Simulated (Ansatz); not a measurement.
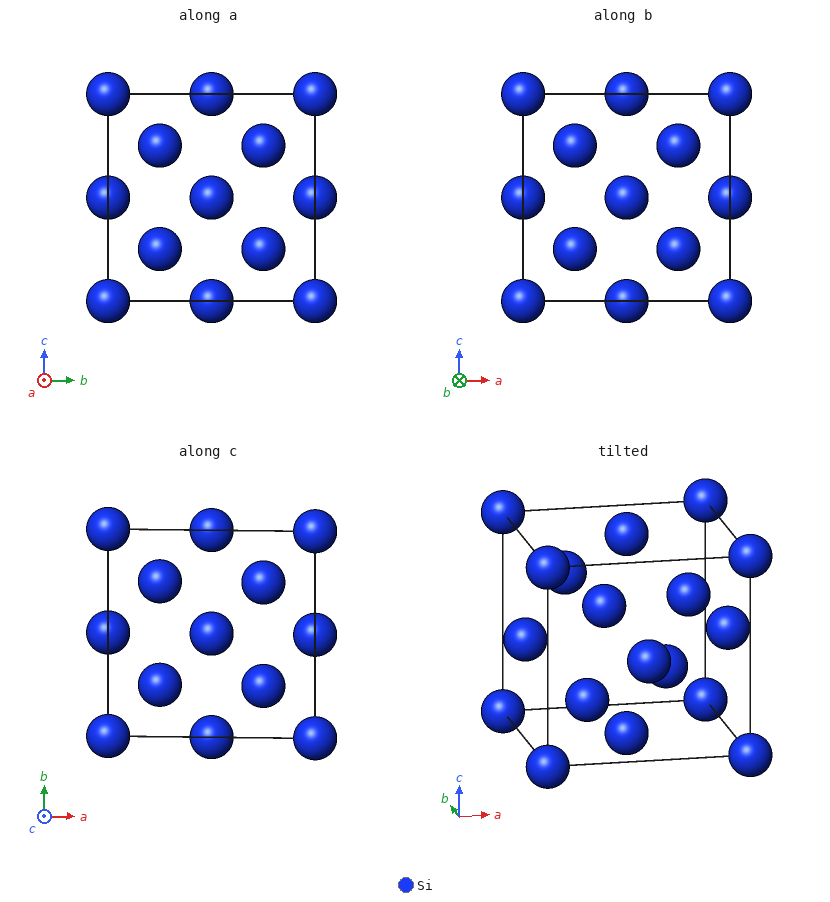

We look at a spheres-only model of the crystal along the a axis, along the b axis, along the c axis and slightly off an axis. Atoms at the boundary of the drawn cell (a repeat of the simulation cell) (the box) are drawn once for each face, edge or corner they touch.

Lattice parameters: a = 5.444 Å, b = 5.444 Å, c = 5.444 Å, α = 90.00°, β = 90.00°, γ = 90.64°. Put a along x and b in the xy plane.

Put the structure into a POSCAR file.

```
Si
1.0
     5.444    0.000    0.000
    -0.060    5.444    0.000
     0.000    0.000    5.444
Si
8
Direct
  0.5007 0.0007 0.4993
  0.0007 0.5007 0.4993
  0.0007 0.0007 0.9993
  0.5007 0.5007 0.9993
  0.2507 0.2507 0.2507
  0.7507 0.7507 0.2507
  0.7507 0.2507 0.7507
  0.2507 0.7507 0.7507
```

Origin of the cell: a structure type filled with this element by a generator (whether the element takes this form wasn't checked). The cell was then strained or its atoms displaced on purpose. It went into a calculation with Ansatz.
